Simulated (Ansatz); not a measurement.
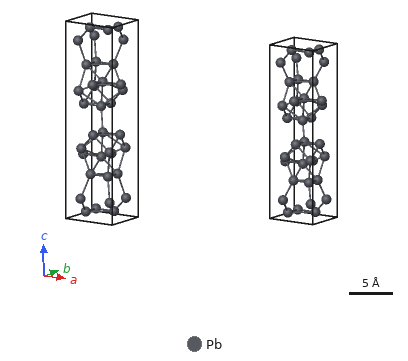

Two geometries of solid Pb (built on the alpha-boron_166 type) (coarse preliminary run), drawn at one scale. One is the start of a relaxation, the other its converged end. A ball-and-stick model of the conventional cell (3 times the calculation's cell), seen slightly off an axis. Lengths and directions refer to the drawn axes.

All numbers below come from Ansatz, DFT r2SCAN, scalar-relativistic, plane waves, PAW. Settings: plane-wave cutoff 500 eV; k-point mesh 3 × 3 × 3; occupations gaussian; smearing width 0.1 eV; no spin polarisation; cell and atoms relaxed; force threshold 0.04 eV/Å; at most 70 steps.

### Which one is relaxed?

The left one is the relaxed one. Case: alpha-boron type (R-3m, No. 166). The largest moves relative to the cell, 0.15 Å, are those of Pb atoms. The volume changes by +30.9 %, with a = b 8.129 → 8.726 Å (+7.4 %), c 20.794 → 23.623 Å (+13.6 %). Among the contacts that change: Pb–Pb 2.762 → 3.252 Å, Pb–Pb 2.898 → 3.253 Å, Pb–Pb 2.950 → 3.296 Å, Pb–Pb 2.975 → 3.269 Å. Bond angles that change, for instance: Pb–Pb–Pb 129.2° → 135.4°, Pb–Pb–Pb 115.0° → 110.0°, Pb–Pb–Pb 107.0° → 109.7°. The space group stays R-3m (No. 166). The energy falls by 5.774 eV per cell of the calculation in 5 accepted moves (6 points after the start). The largest force component goes from 2.4 to 0.0098 eV/Å. The pressure goes from 16.74 to 0.01 GPa. The SCF was repeated once at an unchanged geometry on a basis and grid sized afresh for the cell, which shifted the energy by 10.3 meV per cell of the calculation at most.
